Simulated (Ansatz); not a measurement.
System: Ta$_{2}$N.

The calculation's input:

```
crystal:
  lattice:
    - [2.632048781, -4.5588422167, 0.0]
    - [0.0, 0.0, -4.9126024461]
    - [7.896146343, 4.5588422167, 0.0]
  atoms:
    - { symbol: Ta, position: [0.666597948, 0.2472077179, 0.333402052] }
    - { symbol: Ta, position: [0.166597948, 0.2472077179, 0.833402052] }
    - { symbol: Ta, position: [0.666804104, 0.2472077179, 0.0] }
    - { symbol: Ta, position: [0.166804104, 0.2472077179, 0.5] }
    - { symbol: Ta, position: [0.166597948, 0.2472077179, 0.166597948] }
    - { symbol: Ta, position: [0.666597948, 0.2472077179, 0.666597948] }
    - { symbol: Ta, position: [0.833402052, 0.7527922821, 0.166597948] }
    - { symbol: Ta, position: [0.333402052, 0.7527922821, 0.666597948] }
    - { symbol: Ta, position: [0.333195896, 0.7527922821, 0.0] }
    - { symbol: Ta, position: [0.833195896, 0.7527922821, 0.5] }
    - { symbol: Ta, position: [0.333402052, 0.7527922821, 0.333402052] }
    - { symbol: Ta, position: [0.833402052, 0.7527922821, 0.833402052] }
    - { symbol: "N", position: [0.0, 0.5, 0.3333333333] }
    - { symbol: "N", position: [0.5, 0.5, 0.8333333333] }
    - { symbol: "N", position: [0.5, 0.5, 0.1666666667] }
    - { symbol: "N", position: [0.0, 0.5, 0.6666666667] }
    - { symbol: "N", position: [0.5, 0.0, 0.5] }
    - { symbol: "N", position: [0.0, 0.0, 0.0] }
basis:
  ecutwfc: 420
kpoints:
  mp_grid: { grid: [8, 8, 5] }
hamiltonian:
  xc: pbesol
scf:
  occupations: { method: gaussian, width: 0.15 }
output:
  forces: true
  stress: true
  eigenvalues: true
  write_density: true
  write_potential: true
  elf: true
  volumetric_format: npy
```

Command:

```sh
ansatz run input.yaml --threads 2 --pin off --max-ram 5120MiB --backend cpu --events-out ev --progress --plain --runs-dir out
```

Space group P-31m; a structure from a database of computed crystals, not necessarily the ambient phase.

Computed with Ansatz 0.2.0, DFT PBEsol, scalar-relativistic, plane waves, PAW.

> Predict the valence pseudo-density and electron localisation function between the atoms.

Ta–N (2.13 Å): ρ at the midpoint is about 0.65 e/Å³; the ELF peaks at about 0.80 in the valence shell of N, 0.6 Å from its nucleus, and drops to about 0.20 between the two atoms: no shared electron pair shows on this line.
Ta–Ta (3.00 Å): ρ at the midpoint is about 0.29 e/Å³; the ELF is about 0.40 at the midpoint.
Ta–Ta (3.04 Å): ρ is about 0.24 e/Å³ halfway; the ELF is about 0.15 at the midpoint (no localised pair shows between them).

> Does the calculation make it a metal, or give it a gap?

It is metallic or semimetallic at this level of theory: no gap opens; semilocal functionals without U, or without the true magnetic order, often close the gap of such compounds.

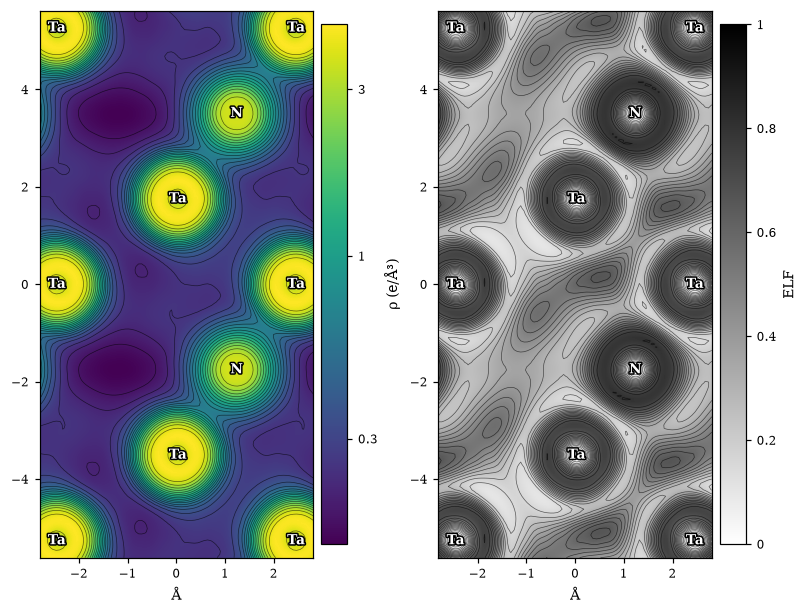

Computed valence pseudo-density and electron localisation function on the (101̄) plane of the calculation cell, in this order. 

Core electrons are frozen (PAW), and the valence fields are smoothed inside the atomic spheres.
